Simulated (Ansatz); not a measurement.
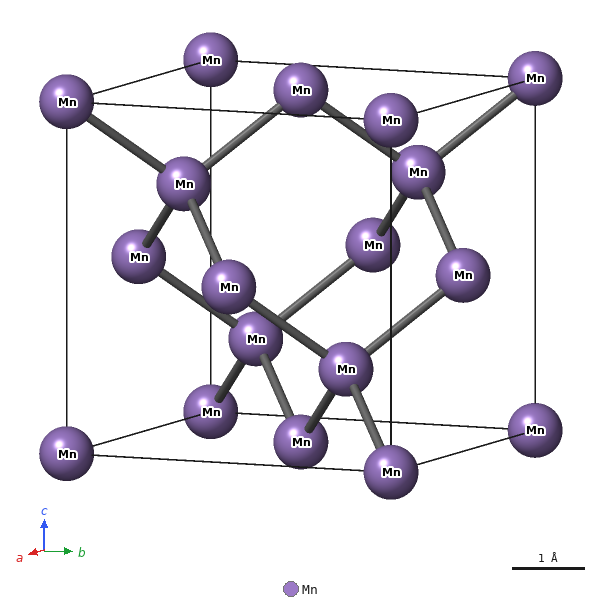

This is crystalline Mn (a generated structure, set up in Fd-3m). A ball-and-stick model of the conventional cell (4 times the calculation's cell), seen slightly off an axis. Lengths and directions refer to the drawn axes.

Theory: DFT, PBE, PAW with Ansatz's default frozen-core files, scalar-relativistic in Ansatz 0.2.0. (plane-wave cutoff 420 eV; k-point mesh 13 × 13 × 13; occupations fermi dirac; smearing width 0.05 eV; collinear spin)

The variant: The cell is strained by +1.0 % along [1 −1 0], −1.0 % along [1 1 0], none along the third axis (volume 0.0 %), the atoms keeping their fractional coordinates. No relaxation follows.

Input file:
```yaml
crystal:
  lattice:
    - [-0.0247573828, 2.4757382776, 2.4757382776]
    - [2.4757382776, -0.0247573828, 2.4757382776]
    - [2.4509808949, 2.4509808949, 0.0]
  atoms:
    - { symbol: Mn, position: [0.0, 0.0, 0.0], spin: 4.0 }
    - { symbol: Mn, position: [0.25, 0.25, 0.25], spin: 4.0 }
magnetization:
  spin_polarized: true
kpoints:
  mp_grid: { grid: [13, 13, 13] }
scf:
  occupations: { method: fermi_dirac, width: 0.05 }
hamiltonian:
  xc: pbe
  pseudopotentials: { kind: paw }
output:
  forces: true
  stress: true
  eigenvalues: true
  efg: { contact_densities: true }
```

Question: What is the effect?

Answer: It lowers the energy by 67.9 meV per atom. Pressure: 0.0 GPa before, 8.2 GPa after. The principal stresses (compression positive) are 8.4 GPa along [1 1 0], 8.2 GPa along c, 8.1 GPa along [1 −1 0]. The largest forces, 0.31 eV/Å, act on Mn1 and Mn2; on Mn2 it points along +c. The absolute magnetisation per cell goes from 0.00 to 3.39 μB (net moment 0.00 and 0.00 μB). Some distances before and after: Mn–Mn 2.144 → 2.130 to 2.158 Å. The space group (tolerance 0.01 Å) goes from Fd-3m (No. 227) to Imma (No. 74).
